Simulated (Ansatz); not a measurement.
**Energy of SnO along a strain of the cell**

System: SnO (slab, 4 atoms in the cell).
Method: DFT PBE+D3(BJ), scalar-relativistic, plane waves, PAW, no spin polarisation (Ansatz 0.2.0).

The 7 runs differ only in the geometry, by a strain of the cell at fixed fractional positions. Against run 4, the strain is εxx = η and εyy = η. The structure derives from an entry of the Crystallography Open Database.

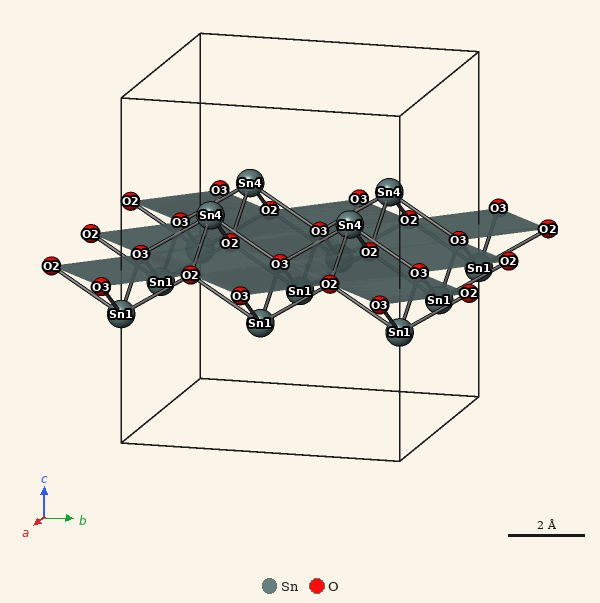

Figure 1. The structure of run 4 (polyhedral view of the 2 × 2 repeat of the cell, with the vacuum cut short, seen slightly off an axis; polyhedra are completed across the faces of the cell; atoms are numbered from 1 in the order of the input).

## Input of run 4
```yaml
crystal:
  lattice:
    - [3.821, 5.3817e-06, 0.0]
    - [-5.2278e-06, 3.821, 0.0]
    - [0.0, 0.0, 30.6344295364]
  atoms:
    - { symbol: Sn, position: [0.9998502647, 0.9998502647, 0.4614166344] }
    - { symbol: O, position: [0.9998512697, 0.499850813, 0.5000006564] }
    - { symbol: O, position: [0.499850813, 0.9998512697, 0.5000006564] }
    - { symbol: Sn, position: [0.4998491665, 0.4998491665, 0.5385847109] }
  periodic: [true, true, false]
basis:
  ecutwfc: 420
kpoints:
  mp_grid: { grid: [6, 6, 1] }
hamiltonian:
  xc: pbe
  dispersion: d3bj
scf:
  occupations: { method: gaussian, width: 0.02 }
output:
  forces: true
  stress: true
  eigenvalues: true
```

Command:
```bash
ansatz run input.yaml --threads 1 --pin off --max-ram 3072MiB --backend cpu --events-out ev --progress --plain --runs-dir out
```

Run 3 differs from it as follows:
```diff
-    - [3.821, 5.3817e-06, 0.0]
-    - [-5.2278e-06, 3.821, 0.0]
+    - [3.757, 5.2916e-06, 0.0]
+    - [-5.1402e-06, 3.757, 0.0]
```

## Results, with one run withheld

```tsv
run	strain parameter η (%)	free energy per atom, from the lowest run given (meV)	gap on the mesh (eV)
1	−4.9987	67.94	3.18
2	−3.3499	29.09	3.21
3	−1.6750	?	?
4	0.0000	0.00	3.11
5	1.6488	6.31	2.95
6	3.3237	24.32	2.79
7	4.9987	52.71	2.64
```

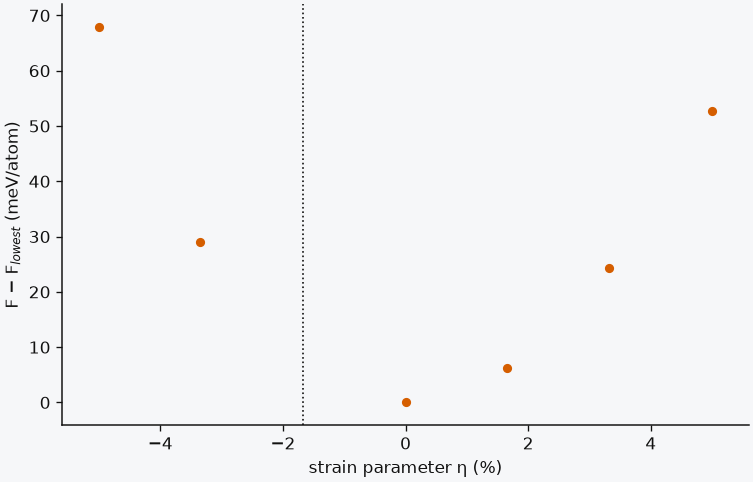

Figure 2. Free energy per atom of the runs given; the dotted line marks run 3.

Fit the runs given and predict run 3.

A cubic polynomial in the coordinate, fitted to the 6 runs given, misses them by at most 0.14 meV per atom. With x = η − 0.2704, it reads F = 0.086511 + 1.3501 x + 2.365 x² − 0.063282 x³ (meV per atom). At run 3 it gives 6.88 meV per atom, and the run itself gives 6.91. The fit has its minimum at η = −0.0118 %. The gap on the mesh lies between 2.64 eV (run 7) and 3.21 eV (run 2); run 3 has 3.16 eV. These are gaps of this functional on this mesh, which can miss the band edges; they aren't the measured gap.

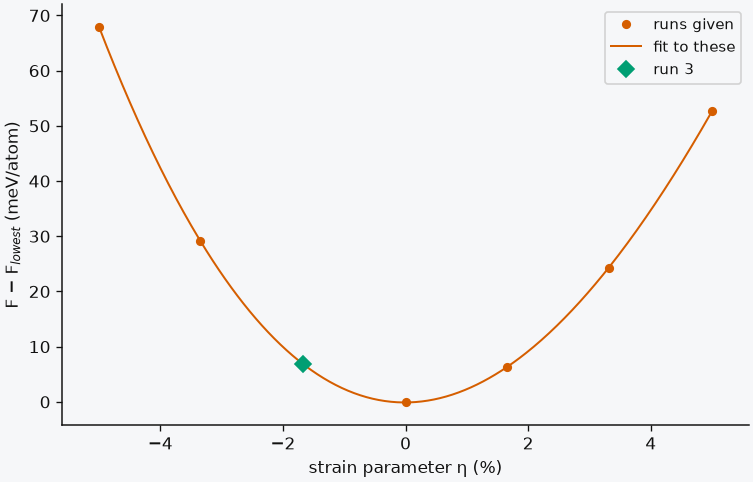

Figure 3. The fit and the withheld run.

## Output, shortened to warnings, some set-up lines, iterations and results (run 3)
```
Warning: the atoms were moved onto the symmetric positions of the space group found under crystal.symmetry.tolerance 1.0e-5 (fractional; no operation is sought that the atoms, as they stand in a round, miss by more than twice it, and no atom is moved by as much as it), and the run uses the moved positions. Before a round's move an operation carried an atom to 1.29e-5 Å from where it should land, …
Basis set: ecut = 420 eV, 8375 PW (Γ), exchange–correlation on 54×54×432 points (8 copies of the dense FFT grid, shifted against one another)
Symmetry: 16 space group operations
k-points: 10 of 36
Initial density: superposition of atomic densities (neutral atoms: chi_scale 0, normalization atom), corrected by the library's trained network
[...]
SCF iter   1: F=—  HF=-13183.779805 eV  |F-HF|=—  |Δ(HF+E_count)|=         —  Δρ=1.41e-3  dr2=1.63e-2  ethr=1.77e-3  ⟨swp⟩=10.3  Hψ=1563  notcnv=0
SCF iter   2: F=—  HF=-13183.783332 eV  |F-HF|=—  |Δ(HF+E_count)|=   3.53e-3  Δρ=1.41e-3  dr2=1.01e-2  ethr=4.08e-5  ⟨swp⟩=5.2  Hψ=738  notcnv=0
SCF iter   3: F=—  HF=-13183.782004 eV  |F-HF|=—  |Δ(HF+E_count)|=   1.33e-3  Δρ=3.72e-4  dr2=6.96e-4  ethr=2.52e-5  ⟨swp⟩=3.2  Hψ=387  notcnv=0
SCF iter   4: F=—  HF=-13183.783627 eV  |F-HF|=—  |Δ(HF+E_count)|=   1.62e-3  Δρ=1.09e-4  dr2=7.46e-5  ethr=1.74e-6  ⟨swp⟩=4.7  Hψ=656  notcnv=0
SCF iter   5: F=—  HF=-13183.783621 eV  |F-HF|=—  |Δ(HF+E_count)|=   6.34e-6  Δρ=3.48e-5  dr2=5.02e-6  ethr=1.87e-7  ⟨swp⟩=3.1  Hψ=547  notcnv=0
SCF iter   6: F=—  HF=-13183.783626 eV  |F-HF|=—  |Δ(HF+E_count)|=   4.84e-6  Δρ=9.07e-6  dr2=4.98e-7  ethr=1.26e-8  ⟨swp⟩=3.1  Hψ=541  notcnv=0
SCF iter   7: F=-13183.783627 eV  HF=-13183.783627 eV  |F-HF|=7.04e-8  |Δ(HF+E_count)|=   6.12e-7  Δρ=1.45e-6  dr2=1.07e-8  ethr=2.50e-10  ⟨swp⟩=12.2  Hψ=1518  notcnv=0
SCF 1 converged in 7 iterations: F = -13183.783627 eV  dr2 = 1.07e-8
SCF converged after 7 iterations
Free energy (F): -13183.783627 eV
Harris-Foulkes:  -13183.783627 eV  (|F-HF|=7.04e-8)
Internal energy: -13183.783627 eV  (E = F + TS)
E sigma→0 (E₀):  -13183.783627 eV
Fermi energy:    -3.928645 eV
--- Per-component energies (eV) ---
  E_band       = -747.253830
  E_kinetic    = 724.715775
  E_local      = -68223.065725  (includes V_loc(G=0)·N_el)
  E_nonlocal   = 32.044430
  E_hartree    = 33940.181864
  E_xc         = -912.917306
  E_vxc        = -380.359053  (∫ρ·V_xc dr)
  E_paw        = -8588.391428  (= ΣΔE_a)
  E_vpaw       = -780.960756  (= ΣTr[D̂ρ^β])
  E_aug_tail   = 0.004864  (compensation charges beyond the density's cutoff)
  E_ewald      = 29844.211858
  E_disp       = -0.567959  (pairwise vdW)
  E_smearing   = -0.000000  (= −TS)
  E_closure    = 0.000000  (closes the sum)
  Σ components = -13183.783627   (vs F -13183.783627, Δ=0.00e0)
--- Forces (eV/Å), atoms counted from 1 ---
  atom   1  Sn    -0.00000000     0.00000000    -0.39120564
  atom   2  O      0.00000000     0.00000000     0.00000000
  atom   3  O      0.00000000     0.00000000     0.00000000
  atom   4  Sn     0.00000000     0.00000000     0.39120564
  max |Σ_I F_I| component: 5.55e-17 eV/Å
--- 2D stress c σ (N/m, compression-positive) ---
        1.893132       0.000000       0.000000
        0.000000       1.893132       0.000000
        0.000000       0.000000       0.000000
  P = ½ c Tr σ = 1.8931 N/m
  ° read free of the cell's end (the report's vacuum.weakly_bound_levels)
```

Warnings of the run: the structure was made exactly symmetric.
